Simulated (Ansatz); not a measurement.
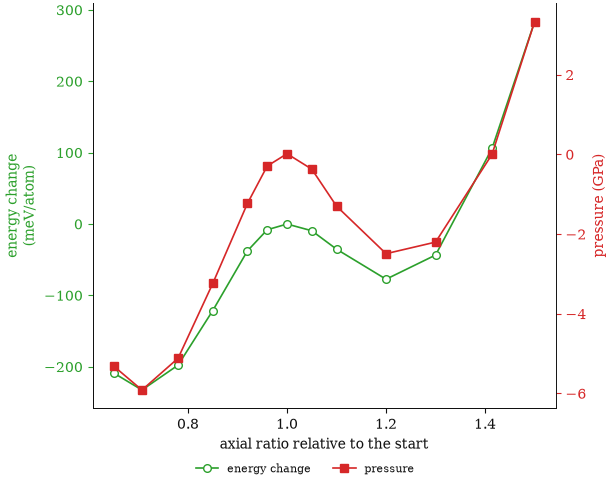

Caption: Energy change and pressure against relative axial ratio for Ta, space group Fm-3m (No. 225).

The energy change is −209 meV/atom at relative axial ratio 0.650 and 284 meV/atom at 1.500; the lowest computed point is at relative axial ratio 0.707 (−233 meV/atom); there is a further local minimum at 1.200 (−77 meV/atom); the curve passes over a maximum at 1.000 (0 meV/atom). The pressure goes from −5.314 GPa at relative axial ratio 0.650 to 3.331 GPa at 1.500, not monotonically, with a low of −5.914 GPa at 0.707, and changes sign near 1.41.

Calculation (Ansatz 0.2.0): deformation of a crystal at fixed volume, lengths along the axis scaled against those across it, fractional coordinates fixed, by plane-wave density functional theory with PAW datasets, free energies less that of the undisturbed cell, pressure positive in compression; scalar-relativistic. Level: r2SCAN, no spin polarisation.

wave cutoff 500 eV; k mesh 28×28×28; occupations Gaussian; smearing width 0.15 eV; k shift (0, 0, 0) (mesh steps); start relaxed; path tetragonal; axis direction (0, 0, 1) (Cartesian unit vector).

Starting cell:
```yaml
crystal:
  lattice:
    - [0.00000, 2.10393, 2.10393]
    - [2.10393, 0.00000, 2.10393]
    - [2.10393, 2.10393, 0.00000]
  atoms:
    - { symbol: Ta, position: [0.00000, 0.00000, 0.00000] }
```
